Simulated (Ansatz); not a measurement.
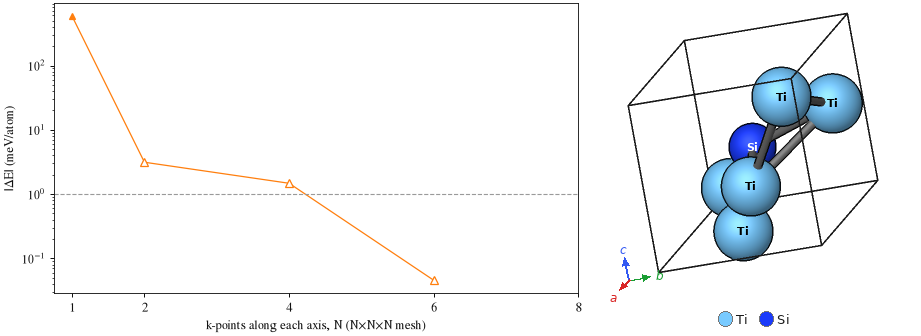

Beside the plot: the structure.

Scan of the k-point mesh.
Ti₅Si (P1, 6 atoms in the cell); DFT PBE, scalar-relativistic, plane waves, PAW in Ansatz 0.2.0; cutoff 420 eV, Gaussian smearing of 0.1 eV.
ΔE is the free energy less its value at the densest setting, 8×8×8.
Dashed lines or grey bands mark the tolerance: 1 meV/atom.
On logarithmic panels, open markers lie below the reference value and filled ones above.
The atoms sit off their equilibrium sites.

### What is enough for the free energy to 1 meV/atom?

The free energy is within 1 meV/atom of the densest setting's value from 6×6×6 on. It is off by 580 meV/atom at 1×1×1, 3.1 meV/atom at 2×2×2 and 1.5 meV/atom at 4×4×4 (on both sides of it). The system is metallic at this level, and the Fermi surface makes the k-point sum converge slowly and unevenly.
